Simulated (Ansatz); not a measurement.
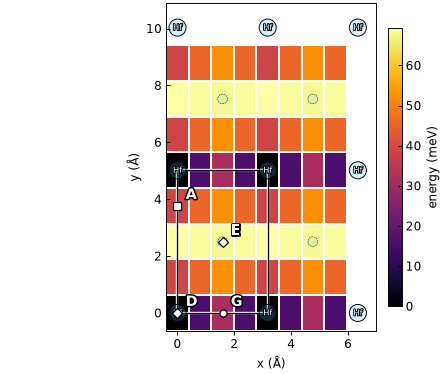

N₂ on a Hf(100) slab cut from the P6_3/mmc phase, its upper half relaxed before the scan (8 atoms of substrate and one adsorbate in a 2 × 1 cell). 
- N2 is moved over the surface cell at a fixed height above a rigid substrate; the origin of the map has the adsorbate above Hf7; the height is held at 3.60 Å.
- Places are given modulo a cell vector. The map is drawn in real space over the plane of the surface.
- The grid has 4 × 4 points; 9 points were computed and 7 follow by symmetry.
- Places are given in fractions of the 1 × 1 surface cell.
- All energies are given in meV relative to the lowest grid point.
- At a fixed height the lowest place need not be the adsorption site.
- Method: DFT PBE+D3(BJ), scalar-relativistic, plane waves, PAW (Ansatz 0.2.0). Settings: cutoff 420 eV, k-mesh 4×6×1, gaussian smearing 0.1 eV, no spin polarisation.

Drawn: one coloured cell a grid point, labelled circles for the atoms of the top layer and small ones for the second layer, the outline of one cell of the 2 × 2 shown, lettered points.

### Is A the lowest point of the computed grid?

No. A lies 38 meV above the lowest grid point, which is at the top site over a surface Hf atom, (0/4, 0/4) of the cell vectors.

### Rank the lettered points by energy, lowest first.

D (0 meV), G (31 meV), A (38 meV), E (68 meV).
